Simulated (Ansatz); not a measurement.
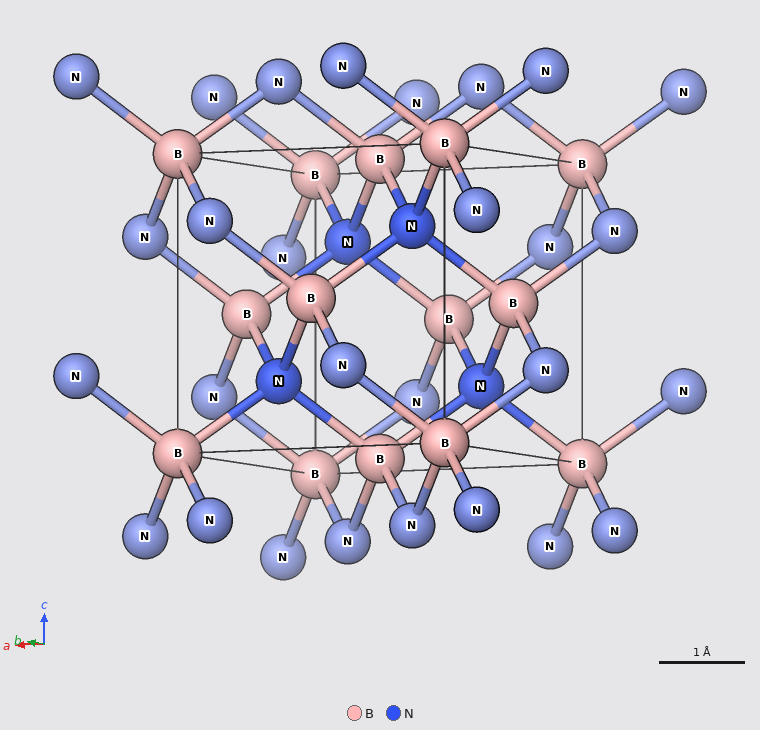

Figure 1. The structure as given in the input (ball-and-stick view of the cell 4 times as large as that of the calculation, set on its symmetry axes, seen at an oblique angle; neighbours outside the cell are drawn fainter). Near neighbours in the crystal (not all of them lie inside the picture): B has 4 N at 1.54 Å; N has 4 B at 1.54 Å.

# Run report: BN, geometry relaxation

BN (2 atoms in the cell), computed with DFT, LDA, plane waves, PAW, no spin polarisation (Ansatz 0.2.0).

The structure derives from a Materials Project entry. The run did not end well.

### Input file
```yaml
crystal:
  lattice:
    - [0.0, 1.7747744547, 1.7747744547]
    - [1.7747744547, 0.0, 1.7747744547]
    - [1.7747744547, 1.7747744547, 0.0]
  atoms:
    - { symbol: B, position: [0.0, 0.0, 0.0] }
    - { symbol: "N", position: [0.75, 0.75, 0.75] }
basis:
  ecutwfc: 420
kpoints:
  mp_grid: { grid: [12, 12, 12] }
hamiltonian:
  xc: lda
scf:
  occupations: { method: fixed }
  mixing: { algorithm: anderson, beta: 0.001, ndim: 1 }
  max_iter: 80
output:
  forces: true
  eigenvalues: true
  stress: true
relax:
  adjacent_minimum: "off"
  f_tol: 0.001
  max_steps: 60
  cell: { stress_tol: 0.02, p_target: 22.0 }
```

Command:
```bash
ansatz run input.yaml --threads 1 --pin off --max-ram 3072MiB --backend cpu --events-out ev --progress --plain --runs-dir out
```

### Output
```
The last accepted step is kept in [file] (removed where the run ends without a failure and the disk answers)
Engine: ansatz 0.2.0, x86_64-unknown-linux-gnu
Pseudopotentials: kind: paw
Pseudopotential: B, paw, valence charge 3, recommended cutoff 420 eV (normal), B.paw.azcp
Pseudopotential: N, paw, valence charge 5, recommended cutoff 420 eV (normal), N.paw.azcp
Functional definition: SPW92
  exchange = slater_x
  correlation = pw_c
Crystal: 2 atoms, lattice volume = 11.180 Å³
Basis set: ecut = 420 eV, 229 PW (Γ)
Bands: 8, of which v1, the nominal top of the filled ones, is band 4 counted from 1 (3 counted from 0)
Symmetry: 24 space group operations
Space group: F-43m (ITA 216), of the structure as read, at distance tolerance 2.2e-5 Å
k-points: 72 of 1728 (time reversal used)
Non-local potential: B, projectors of the file, l = 0: 2, l = 1: 2, l = 2: 1
Non-local potential: N, projectors of the file, l = 0: 2, l = 1: 2, l = 2: 1
PAW form: soft (Blöchl's): semilocal exchange-correlation on the pseudo side does not see the compensation charge
PAW frozen core: B, regenerated for the run's functional, and the local potential with it (the file was generated under x = pbe(κ = 0.804, μ = 0.2195149727645171), c = pbe(β = 0.06672455060314922))
PAW frozen core: N, regenerated for the run's functional, and the local potential with it (the file was generated under x = pbe(κ = 0.804, μ = 0.2195149727645171), c = pbe(β = 0.06672455060314922))
PAW one-centre angular grid: B, 110 points (default); XC on 64 Gauss nodes
PAW one-centre angular grid: N, 110 points (default); XC on 64 Gauss nodes
Initial density: superposition of atomic densities (neutral atoms: chi_scale 0, normalization atom), corrected by the library's trained network
Initial wavefunctions: pseudopotential atomic-orbital guess
Functional: x = slater, c = lda
SCF iter   1: F=—  HF=-526.460694 eV  |F-HF|=—  |Δ(HF+E_count)|=         —  Δρ=8.70e-3  dr2=6.24e-3  ethr=1.77e-3  ⟨swp⟩=3.9  Hψ=3283  notcnv=0  defer=111
preconditioner: auto → none  [insulator: Δε(μ)=4.354 eV  Ē_g=20.608 eV  n_scr=0 (ndim 1)  ℏωp=31.4 eV  f_vac=0.000  ε∞_Penn≈3.3]
SCF iter   2: F=—  HF=-526.460674 eV  |F-HF|=—  |Δ(HF+E_count)|=   2.02e-5  Δρ=8.67e-3  dr2=6.22e-3  ethr=7.80e-5  ⟨swp⟩=1.0  Hψ=1152  notcnv=0  defer=111
SCF iter   3: F=—  HF=-526.460666 eV  |F-HF|=—  |Δ(HF+E_count)|=   7.92e-6  Δρ=8.65e-3  dr2=6.20e-3  ethr=7.78e-5  ⟨swp⟩=1.0  Hψ=576  notcnv=0
SCF iter   4: F=—  HF=-526.460657 eV  |F-HF|=—  |Δ(HF+E_count)|=   8.76e-6  Δρ=8.64e-3  dr2=6.17e-3  ethr=7.74e-5  ⟨swp⟩=1.0  Hψ=576  notcnv=0
SCF iter   5: F=—  HF=-526.460648 eV  |F-HF|=—  |Δ(HF+E_count)|=   9.01e-6  Δρ=8.62e-3  dr2=6.14e-3  ethr=7.71e-5  ⟨swp⟩=1.0  Hψ=576  notcnv=0
SCF iter   6: F=—  HF=-526.460639 eV  |F-HF|=—  |Δ(HF+E_count)|=   9.11e-6  Δρ=8.60e-3  dr2=6.11e-3  ethr=7.67e-5  ⟨swp⟩=1.0  Hψ=576  notcnv=0
SCF iter   7: F=—  HF=-526.460631 eV  |F-HF|=—  |Δ(HF+E_count)|=   8.33e-6  Δρ=8.58e-3  dr2=6.09e-3  ethr=7.64e-5  ⟨swp⟩=1.0  Hψ=576  notcnv=0
SCF iter   8: F=—  HF=-526.460623 eV  |F-HF|=—  |Δ(HF+E_count)|=   8.36e-6  Δρ=8.57e-3  dr2=6.06e-3  ethr=7.61e-5  ⟨swp⟩=1.0  Hψ=576  notcnv=0
SCF iter   9: F=—  HF=-526.460614 eV  |F-HF|=—  |Δ(HF+E_count)|=   8.67e-6  Δρ=8.55e-3  dr2=6.03e-3  ethr=7.57e-5  ⟨swp⟩=1.0  Hψ=576  notcnv=0
SCF iter  10: F=—  HF=-526.460605 eV  |F-HF|=—  |Δ(HF+E_count)|=   8.49e-6  Δρ=8.53e-3  dr2=6.00e-3  ethr=7.54e-5  ⟨swp⟩=1.0  Hψ=576  notcnv=0
SCF iter  11: F=—  HF=-526.460597 eV  |F-HF|=—  |Δ(HF+E_count)|=   8.89e-6  Δρ=8.51e-3  dr2=5.98e-3  ethr=7.50e-5  ⟨swp⟩=1.0  Hψ=576  notcnv=0
SCF iter  12: F=—  HF=-526.460588 eV  |F-HF|=—  |Δ(HF+E_count)|=   8.26e-6  Δρ=8.50e-3  dr2=5.95e-3  ethr=7.47e-5  ⟨swp⟩=1.0  Hψ=576  notcnv=0
SCF iter  13: F=—  HF=-526.460580 eV  |F-HF|=—  |Δ(HF+E_count)|=   8.44e-6  Δρ=8.48e-3  dr2=5.92e-3  ethr=7.44e-5  ⟨swp⟩=1.0  Hψ=576  notcnv=0
SCF iter  14: F=—  HF=-526.460572 eV  |F-HF|=—  |Δ(HF+E_count)|=   8.31e-6  Δρ=8.46e-3  dr2=5.90e-3  ethr=7.40e-5  ⟨swp⟩=1.0  Hψ=576  notcnv=0
SCF iter  15: F=—  HF=-526.460563 eV  |F-HF|=—  |Δ(HF+E_count)|=   8.21e-6  Δρ=8.44e-3  dr2=5.87e-3  ethr=7.37e-5  ⟨swp⟩=1.0  Hψ=576  notcnv=0
SCF iter  16: F=—  HF=-526.460555 eV  |F-HF|=—  |Δ(HF+E_count)|=   8.45e-6  Δρ=8.43e-3  dr2=5.85e-3  ethr=7.34e-5  ⟨swp⟩=1.0  Hψ=576  notcnv=0
SCF iter  17: F=—  HF=-526.460547 eV  |F-HF|=—  |Δ(HF+E_count)|=   8.22e-6  Δρ=8.41e-3  dr2=5.82e-3  ethr=7.31e-5  ⟨swp⟩=1.0  Hψ=576  notcnv=0
SCF iter  18: F=—  HF=-526.460538 eV  |F-HF|=—  |Δ(HF+E_count)|=   8.37e-6  Δρ=8.39e-3  dr2=5.79e-3  ethr=7.27e-5  ⟨swp⟩=1.0  Hψ=576  notcnv=0
SCF iter  19: F=—  HF=-526.460530 eV  |F-HF|=—  |Δ(HF+E_count)|=   8.27e-6  Δρ=8.38e-3  dr2=5.77e-3  ethr=7.24e-5  ⟨swp⟩=1.0  Hψ=576  notcnv=0
SCF iter  20: F=—  HF=-526.460522 eV  |F-HF|=—  |Δ(HF+E_count)|=   8.14e-6  Δρ=8.36e-3  dr2=5.74e-3  ethr=7.21e-5  ⟨swp⟩=1.0  Hψ=576  notcnv=0
SCF iter  21: F=—  HF=-526.460514 eV  |F-HF|=—  |Δ(HF+E_count)|=   8.24e-6  Δρ=8.34e-3  dr2=5.72e-3  ethr=7.18e-5  ⟨swp⟩=1.0  Hψ=576  notcnv=0
SCF iter  22: F=—  HF=-526.460505 eV  |F-HF|=—  |Δ(HF+E_count)|=   8.51e-6  Δρ=8.32e-3  dr2=5.69e-3  ethr=7.15e-5  ⟨swp⟩=1.0  Hψ=576  notcnv=0
SCF iter  23: F=—  HF=-526.460497 eV  |F-HF|=—  |Δ(HF+E_count)|=   7.91e-6  Δρ=8.31e-3  dr2=5.67e-3  ethr=7.11e-5  ⟨swp⟩=1.0  Hψ=576  notcnv=0
SCF iter  24: F=—  HF=-526.460489 eV  |F-HF|=—  |Δ(HF+E_count)|=   8.19e-6  Δρ=8.29e-3  dr2=5.64e-3  ethr=7.08e-5  ⟨swp⟩=1.0  Hψ=576  notcnv=0
SCF iter  25: F=—  HF=-526.460481 eV  |F-HF|=—  |Δ(HF+E_count)|=   8.17e-6  Δρ=8.27e-3  dr2=5.61e-3  ethr=7.05e-5  ⟨swp⟩=1.0  Hψ=576  notcnv=0
SCF iter  26: F=—  HF=-526.460473 eV  |F-HF|=—  |Δ(HF+E_count)|=   7.56e-6  Δρ=8.26e-3  dr2=5.59e-3  ethr=7.02e-5  ⟨swp⟩=1.0  Hψ=576  notcnv=0
SCF iter  27: F=—  HF=-526.460465 eV  |F-HF|=—  |Δ(HF+E_count)|=   7.80e-6  Δρ=8.24e-3  dr2=5.57e-3  ethr=6.99e-5  ⟨swp⟩=1.0  Hψ=576  notcnv=0
SCF iter  28: F=—  HF=-526.460458 eV  |F-HF|=—  |Δ(HF+E_count)|=   7.59e-6  Δρ=8.22e-3  dr2=5.54e-3  ethr=6.96e-5  ⟨swp⟩=1.0  Hψ=576  notcnv=0
SCF iter  29: F=—  HF=-526.460450 eV  |F-HF|=—  |Δ(HF+E_count)|=   7.75e-6  Δρ=8.21e-3  dr2=5.52e-3  ethr=6.93e-5  ⟨swp⟩=1.0  Hψ=576  notcnv=0
SCF iter  30: F=—  HF=-526.460442 eV  |F-HF|=—  |Δ(HF+E_count)|=   7.69e-6  Δρ=8.19e-3  dr2=5.49e-3  ethr=6.89e-5  ⟨swp⟩=1.0  Hψ=576  notcnv=0
SCF iter  31: F=—  HF=-526.460435 eV  |F-HF|=—  |Δ(HF+E_count)|=   7.36e-6  Δρ=8.17e-3  dr2=5.47e-3  ethr=6.86e-5  ⟨swp⟩=1.0  Hψ=576  notcnv=0
SCF iter  32: F=—  HF=-526.460427 eV  |F-HF|=—  |Δ(HF+E_count)|=   7.79e-6  Δρ=8.16e-3  dr2=5.44e-3  ethr=6.83e-5  ⟨swp⟩=1.0  Hψ=576  notcnv=0
SCF iter  33: F=—  HF=-526.460420 eV  |F-HF|=—  |Δ(HF+E_count)|=   7.09e-6  Δρ=8.14e-3  dr2=5.42e-3  ethr=6.80e-5  ⟨swp⟩=1.0  Hψ=576  notcnv=0
SCF iter  34: F=—  HF=-526.460412 eV  |F-HF|=—  |Δ(HF+E_count)|=   7.91e-6  Δρ=8.12e-3  dr2=5.39e-3  ethr=6.77e-5  ⟨swp⟩=1.0  Hψ=576  notcnv=0
SCF iter  35: F=—  HF=-526.460405 eV  |F-HF|=—  |Δ(HF+E_count)|=   7.50e-6  Δρ=8.11e-3  dr2=5.37e-3  ethr=6.74e-5  ⟨swp⟩=1.0  Hψ=576  notcnv=0
SCF iter  36: F=—  HF=-526.460398 eV  |F-HF|=—  |Δ(HF+E_count)|=   7.27e-6  Δρ=8.09e-3  dr2=5.35e-3  ethr=6.71e-5  ⟨swp⟩=1.0  Hψ=576  notcnv=0
SCF iter  37: F=—  HF=-526.460390 eV  |F-HF|=—  |Δ(HF+E_count)|=   7.31e-6  Δρ=8.08e-3  dr2=5.32e-3  ethr=6.68e-5  ⟨swp⟩=1.0  Hψ=576  notcnv=0
SCF iter  38: F=—  HF=-526.460383 eV  |F-HF|=—  |Δ(HF+E_count)|=   7.43e-6  Δρ=8.06e-3  dr2=5.30e-3  ethr=6.65e-5  ⟨swp⟩=1.0  Hψ=576  notcnv=0
SCF iter  39: F=—  HF=-526.460375 eV  |F-HF|=—  |Δ(HF+E_count)|=   7.68e-6  Δρ=8.04e-3  dr2=5.28e-3  ethr=6.62e-5  ⟨swp⟩=1.0  Hψ=576  notcnv=0
SCF iter  40: F=—  HF=-526.460368 eV  |F-HF|=—  |Δ(HF+E_count)|=   7.56e-6  Δρ=8.03e-3  dr2=5.25e-3  ethr=6.59e-5  ⟨swp⟩=1.0  Hψ=576  notcnv=0
SCF iter  41: F=—  HF=-526.460360 eV  |F-HF|=—  |Δ(HF+E_count)|=   7.28e-6  Δρ=8.01e-3  dr2=5.23e-3  ethr=6.57e-5  ⟨swp⟩=1.0  Hψ=576  notcnv=0
SCF iter  42: F=—  HF=-526.460353 eV  |F-HF|=—  |Δ(HF+E_count)|=   7.53e-6  Δρ=7.99e-3  dr2=5.21e-3  ethr=6.54e-5  ⟨swp⟩=1.0  Hψ=576  notcnv=0
SCF iter  43: F=—  HF=-526.460345 eV  |F-HF|=—  |Δ(HF+E_count)|=   7.36e-6  Δρ=7.98e-3  dr2=5.18e-3  ethr=6.51e-5  ⟨swp⟩=1.0  Hψ=576  notcnv=0
SCF iter  44: F=—  HF=-526.460338 eV  |F-HF|=—  |Δ(HF+E_count)|=   7.11e-6  Δρ=7.96e-3  dr2=5.16e-3  ethr=6.48e-5  ⟨swp⟩=1.0  Hψ=576  notcnv=0
SCF iter  45: F=—  HF=-526.460331 eV  |F-HF|=—  |Δ(HF+E_count)|=   7.09e-6  Δρ=7.95e-3  dr2=5.14e-3  ethr=6.45e-5  ⟨swp⟩=1.0  Hψ=576  notcnv=0
SCF iter  46: F=—  HF=-526.460324 eV  |F-HF|=—  |Δ(HF+E_count)|=   7.13e-6  Δρ=7.93e-3  dr2=5.11e-3  ethr=6.42e-5  ⟨swp⟩=1.0  Hψ=576  notcnv=0
SCF iter  47: F=—  HF=-526.460317 eV  |F-HF|=—  |Δ(HF+E_count)|=   7.13e-6  Δρ=7.91e-3  dr2=5.09e-3  ethr=6.39e-5  ⟨swp⟩=1.0  Hψ=576  notcnv=0
SCF iter  48: F=—  HF=-526.460310 eV  |F-HF|=—  |Δ(HF+E_count)|=   6.89e-6  Δρ=7.90e-3  dr2=5.07e-3  ethr=6.37e-5  ⟨swp⟩=1.0  Hψ=576  notcnv=0
SCF iter  49: F=—  HF=-526.460303 eV  |F-HF|=—  |Δ(HF+E_count)|=   6.76e-6  Δρ=7.88e-3  dr2=5.05e-3  ethr=6.34e-5  ⟨swp⟩=1.0  Hψ=576  notcnv=0
SCF iter  50: F=—  HF=-526.460297 eV  |F-HF|=—  |Δ(HF+E_count)|=   6.56e-6  Δρ=7.87e-3  dr2=5.02e-3  ethr=6.31e-5  ⟨swp⟩=1.0  Hψ=576  notcnv=0
SCF iter  51: F=—  HF=-526.460290 eV  |F-HF|=—  |Δ(HF+E_count)|=   6.84e-6  Δρ=7.85e-3  dr2=5.00e-3  ethr=6.28e-5  ⟨swp⟩=1.0  Hψ=576  notcnv=0
SCF iter  52: F=—  HF=-526.460283 eV  |F-HF|=—  |Δ(HF+E_count)|=   6.41e-6  Δρ=7.84e-3  dr2=4.98e-3  ethr=6.25e-5  ⟨swp⟩=1.0  Hψ=576  notcnv=0
SCF iter  53: F=—  HF=-526.460277 eV  |F-HF|=—  |Δ(HF+E_count)|=   6.72e-6  Δρ=7.82e-3  dr2=4.96e-3  ethr=6.23e-5  ⟨swp⟩=1.0  Hψ=576  notcnv=0
SCF iter  54: F=—  HF=-526.460270 eV  |F-HF|=—  |Δ(HF+E_count)|=   6.68e-6  Δρ=7.80e-3  dr2=4.94e-3  ethr=6.20e-5  ⟨swp⟩=1.0  Hψ=576  notcnv=0
SCF iter  55: F=—  HF=-526.460264 eV  |F-HF|=—  |Δ(HF+E_count)|=   6.37e-6  Δρ=7.79e-3  dr2=4.92e-3  ethr=6.17e-5  ⟨swp⟩=1.0  Hψ=576  notcnv=0
SCF iter  56: F=—  HF=-526.460257 eV  |F-HF|=—  |Δ(HF+E_count)|=   6.81e-6  Δρ=7.77e-3  dr2=4.89e-3  ethr=6.14e-5  ⟨swp⟩=1.0  Hψ=576  notcnv=0
SCF iter  57: F=—  HF=-526.460250 eV  |F-HF|=—  |Δ(HF+E_count)|=   6.59e-6  Δρ=7.76e-3  dr2=4.87e-3  ethr=6.12e-5  ⟨swp⟩=1.0  Hψ=576  notcnv=0
SCF iter  58: F=—  HF=-526.460244 eV  |F-HF|=—  |Δ(HF+E_count)|=   6.63e-6  Δρ=7.74e-3  dr2=4.85e-3  ethr=6.09e-5  ⟨swp⟩=1.0  Hψ=576  notcnv=0
SCF iter  59: F=—  HF=-526.460237 eV  |F-HF|=—  |Δ(HF+E_count)|=   7.11e-6  Δρ=7.73e-3  dr2=4.83e-3  ethr=6.06e-5  ⟨swp⟩=1.0  Hψ=576  notcnv=0
SCF iter  60: F=—  HF=-526.460230 eV  |F-HF|=—  |Δ(HF+E_count)|=   6.78e-6  Δρ=7.71e-3  dr2=4.81e-3  ethr=6.04e-5  ⟨swp⟩=1.0  Hψ=576  notcnv=0
SCF iter  61: F=—  HF=-526.460223 eV  |F-HF|=—  |Δ(HF+E_count)|=   6.72e-6  Δρ=7.70e-3  dr2=4.79e-3  ethr=6.01e-5  ⟨swp⟩=1.0  Hψ=576  notcnv=0
SCF iter  62: F=—  HF=-526.460217 eV  |F-HF|=—  |Δ(HF+E_count)|=   6.14e-6  Δρ=7.68e-3  dr2=4.77e-3  ethr=5.98e-5  ⟨swp⟩=1.0  Hψ=576  notcnv=0
SCF iter  63: F=—  HF=-526.460211 eV  |F-HF|=—  |Δ(HF+E_count)|=   6.21e-6  Δρ=7.67e-3  dr2=4.74e-3  ethr=5.96e-5  ⟨swp⟩=1.0  Hψ=576  notcnv=0
SCF iter  64: F=—  HF=-526.460204 eV  |F-HF|=—  |Δ(HF+E_count)|=   6.40e-6  Δρ=7.65e-3  dr2=4.72e-3  ethr=5.93e-5  ⟨swp⟩=1.0  Hψ=576  notcnv=0
SCF iter  65: F=—  HF=-526.460198 eV  |F-HF|=—  |Δ(HF+E_count)|=   6.41e-6  Δρ=7.64e-3  dr2=4.70e-3  ethr=5.90e-5  ⟨swp⟩=1.0  Hψ=576  notcnv=0
SCF iter  66: F=—  HF=-526.460191 eV  |F-HF|=—  |Δ(HF+E_count)|=   6.50e-6  Δρ=7.62e-3  dr2=4.68e-3  ethr=5.88e-5  ⟨swp⟩=1.0  Hψ=576  notcnv=0
SCF iter  67: F=—  HF=-526.460185 eV  |F-HF|=—  |Δ(HF+E_count)|=   6.63e-6  Δρ=7.60e-3  dr2=4.66e-3  ethr=5.85e-5  ⟨swp⟩=1.0  Hψ=576  notcnv=0
SCF iter  68: F=—  HF=-526.460178 eV  |F-HF|=—  |Δ(HF+E_count)|=   6.31e-6  Δρ=7.59e-3  dr2=4.64e-3  ethr=5.83e-5  ⟨swp⟩=1.0  Hψ=576  notcnv=0
SCF iter  69: F=—  HF=-526.460172 eV  |F-HF|=—  |Δ(HF+E_count)|=   6.62e-6  Δρ=7.57e-3  dr2=4.62e-3  ethr=5.80e-5  ⟨swp⟩=1.0  Hψ=576  notcnv=0
SCF iter  70: F=—  HF=-526.460165 eV  |F-HF|=—  |Δ(HF+E_count)|=   6.47e-6  Δρ=7.56e-3  dr2=4.60e-3  ethr=5.78e-5  ⟨swp⟩=1.0  Hψ=576  notcnv=0
SCF iter  71: F=—  HF=-526.460159 eV  |F-HF|=—  |Δ(HF+E_count)|=   6.13e-6  Δρ=7.54e-3  dr2=4.58e-3  ethr=5.75e-5  ⟨swp⟩=1.0  Hψ=576  notcnv=0
SCF iter  72: F=—  HF=-526.460153 eV  |F-HF|=—  |Δ(HF+E_count)|=   6.24e-6  Δρ=7.53e-3  dr2=4.56e-3  ethr=5.73e-5  ⟨swp⟩=1.0  Hψ=576  notcnv=0
SCF iter  73: F=—  HF=-526.460147 eV  |F-HF|=—  |Δ(HF+E_count)|=   6.19e-6  Δρ=7.51e-3  dr2=4.54e-3  ethr=5.70e-5  ⟨swp⟩=1.0  Hψ=576  notcnv=0
SCF iter  74: F=—  HF=-526.460140 eV  |F-HF|=—  |Δ(HF+E_count)|=   6.44e-6  Δρ=7.50e-3  dr2=4.52e-3  ethr=5.68e-5  ⟨swp⟩=1.0  Hψ=576  notcnv=0
SCF iter  75: F=—  HF=-526.460134 eV  |F-HF|=—  |Δ(HF+E_count)|=   6.35e-6  Δρ=7.49e-3  dr2=4.50e-3  ethr=5.65e-5  ⟨swp⟩=1.0  Hψ=576  notcnv=0
SCF iter  76: F=—  HF=-526.460128 eV  |F-HF|=—  |Δ(HF+E_count)|=   5.99e-6  Δρ=7.47e-3  dr2=4.48e-3  ethr=5.63e-5  ⟨swp⟩=1.0  Hψ=576  notcnv=0
SCF iter  77: F=—  HF=-526.460122 eV  |F-HF|=—  |Δ(HF+E_count)|=   6.08e-6  Δρ=7.46e-3  dr2=4.46e-3  ethr=5.60e-5  ⟨swp⟩=1.0  Hψ=576  notcnv=0
SCF iter  78: F=—  HF=-526.460108 eV  |F-HF|=—  |Δ(HF+E_count)|=   1.36e-5  Δρ=7.44e-3  dr2=4.44e-3  ethr=5.58e-5  ⟨swp⟩=1.0  Hψ=1440  notcnv=0
SCF iter  79: F=—  HF=-526.460102 eV  |F-HF|=—  |Δ(HF+E_count)|=   6.17e-6  Δρ=7.43e-3  dr2=4.42e-3  ethr=5.55e-5  ⟨swp⟩=1.0  Hψ=1440  notcnv=0
SCF iter  80: F=—  HF=-526.460096 eV  |F-HF|=—  |Δ(HF+E_count)|=   6.14e-6  Δρ=7.41e-3  dr2=4.40e-3  ethr=5.53e-5  ⟨swp⟩=1.0  Hψ=1440  notcnv=0
```

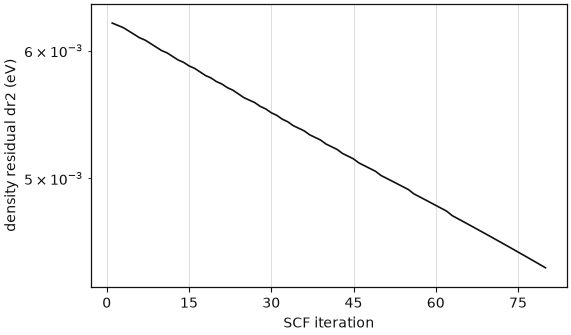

Figure 2. Convergence of the self-consistent field: density residual dr2 against the SCF iteration. The residual stalls near 5 × 10⁻³ and no longer falls.

```
Error: did not converge after 80 iterations: dr2 = 4.40e-3 (threshold 1.00e-7), under the density mixer `anderson`; at k-index 0, counted from 0 in this SCF's own list of k-points, the highest band that the last eigensolve's fill by count filled, 11.888822 eV, and the lowest that it left empty, 20.777645 eV, lay 8.889e0 eV apart, the closest at any k-point: where those lie closer than the levels still move from one iteration to the next, and no symmetry of the run holds them equal, such a fill need not settle, and opposed starting moments at zero total moment, or else a narrow smearing, may settle it (`scf.occupations.method`, Limitations, in the input reference); raise `scf.max_iter`, which need not help a stalled SCF, or adjust the mixing (`scf.mixing`) or, under a smearing, its width (`scf.occupations.width`, in either direction: another width is another result); this SCF holds its density and magnetisation to the symmetry operations that it keeps, and cannot end on a state that breaks one of them: if the state sought breaks one, re-run with `crystal.symmetry.detect: false`, without `crystal.symmetry.time_reversal: true`, on a non-collinear deck whose state breaks time reversal, with `crystal.symmetry.time_reversal: false` beside it (there exact exchange or a DFT+U term alone can polarise the run; a magnetic state wants starting moments), where the deck allows it (that run may end on another state, and need not converge either)
```

### Outcome

| quantity | value |
| --- | --- |
| outcome | not converged |
| space group (tolerance 0.01 Å) | F-43m (216) |
| hardware | 1 thread of AMD EPYC 7571, 64 GiB of memory available, shared host |
| wall time | 7.5 s |
| peak memory | 0.28 GiB |

This input holds a deliberate fault: mixing far too weak (`scf.mixing`). So small a step barely moves the density in each iteration. The run did not converge: “did not converge after 80 iterations: dr2 = 4.40e-3 (threshold 1.00e-7), under the density mixer `anderson` …” Its last values are not results.
